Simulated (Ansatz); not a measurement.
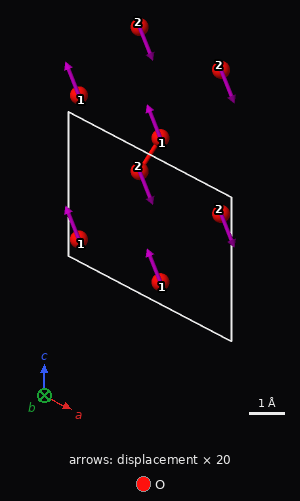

A relaxation of a crystal of O (set up in C2/m) (coarse preliminary run). The starting structure is drawn; purple arrows show the displacements, magnified 20 times.

A ball-and-stick model of the conventional cell (2 times the calculation's cell), repeated 1 × 1 × 2 with one cell outlined, seen along the b axis. Lengths and directions refer to the drawn axes.

Case: input drawn at random.

These are results of Ansatz, DFT PBE, scalar-relativistic, plane waves, PAW, not measurements. Settings: plane-wave cutoff 420 eV; k-point mesh 6 × 6 × 4; occupations tetrahedron; no spin polarisation; atoms relaxed in a fixed cell; force threshold 0.07 eV/Å; at most 10 steps.

What did the optimiser do to the structure, and how much energy did it gain?

Answer. The largest moves, 0.054 Å, are those of O1 and O2. O2 goes along [1 0 −2]. The cell doesn't change. Among the contacts that change: O1–O2 1.150 → 1.217 Å. The space group stays C2/m (No. 12). Over 3 geometry steps the energy falls by 93.2 meV per atom. Largest force component: 5.7 eV/Å at the start, 0.014 eV/Å at the end. The run took roughly 8 core-seconds on a shared host.

Limits of the set-up: the k-point mesh is coarse for a cell with partly filled bands.
